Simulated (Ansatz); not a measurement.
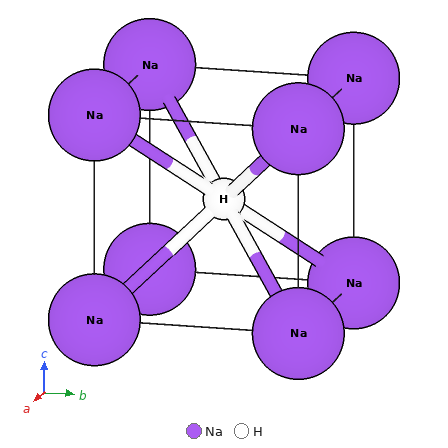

System: NaH, space group Pm-3m (No. 221). The picture shows the cell.

The given structure:
```yaml
crystal:
  lattice:
    - [2.95512, 0.00000, 0.00000]
    - [0.00000, 2.95512, 0.00000]
    - [0.00000, 0.00000, 2.95512]
  atoms:
    - { symbol: Na, position: [0.00000, 0.00000, 0.00000] }
    - { symbol: H, position: [0.50000, 0.50000, 0.50000] }
```

Computed with Ansatz 0.2.0: biaxial strain in the xy plane and strain along z of a crystal, fractional coordinates fixed, by plane-wave density functional theory with PAW datasets, free energies less that of the undisturbed cell. Level: PBE, no spin polarisation.

- wave cutoff: 420 eV
- k mesh: 10×10×10
- occupations: Gaussian
- smearing width: 0.05 eV
- k shift: (0, 0, 0) (mesh steps)
- start: as given

What does the calculation give for the map of the energy change over strain zz and strain xx = yy? The grid: strain zz −0.05, −0.025, 0, 0.025, 0.05 ; strain xx = yy −0.05, −0.025, 0, 0.025, 0.05.

At the origin the energy is lower than all eight neighbouring grid points, so a minimum lies at or close to the given structure. The energy change is least, 0.00 meV/atom, at strain zz of 0 and strain xx = yy of 0, and largest, 35.00 meV/atom, at strain zz of 0.05 and strain xx = yy of −0.05. Near the origin the softest direction lies along strain zz, turned by about 18° so that strain xx = yy takes the same sign; the curvature across the valley is 2.0 times that along it.

Energy change (meV/atom); rows strain xx = yy, columns strain zz:
```json
{"": "-0.05", "-0.05": "28.20", "-0.025": "21.74", "0": "21.08", "0.025": "25.66", "0.05": "35.00"}
{"": "-0.025", "-0.05": "14.78", "-0.025": "7.29", "0": "5.49", "0.025": "8.81", "0.05": "16.78"}
{"": "0", "-0.05": "11.70", "-0.025": "3.05", "0": "0.00", "0.025": "1.99", "0.05": "8.54"}
{"": "0.025", "-0.05": "17.57", "-0.025": "7.66", "0": "3.27", "0.025": "3.86", "0.05": "8.94"}
{"": "0.05", "-0.05": "31.18", "-0.025": "19.92", "0": "14.13", "0.025": "13.26", "0.05": "16.85"}
```

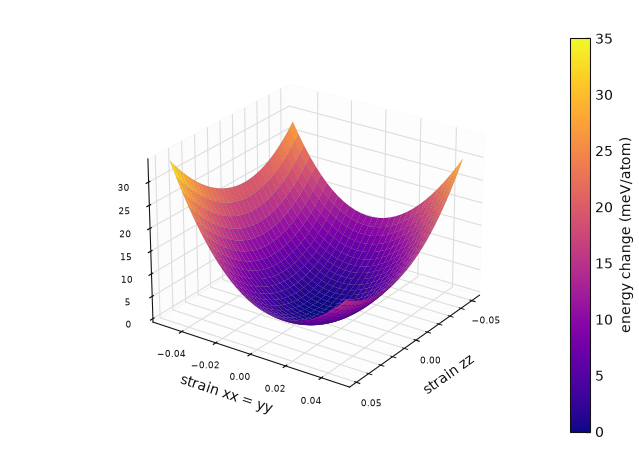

Keep in mind: reference crystal is not relaxed.
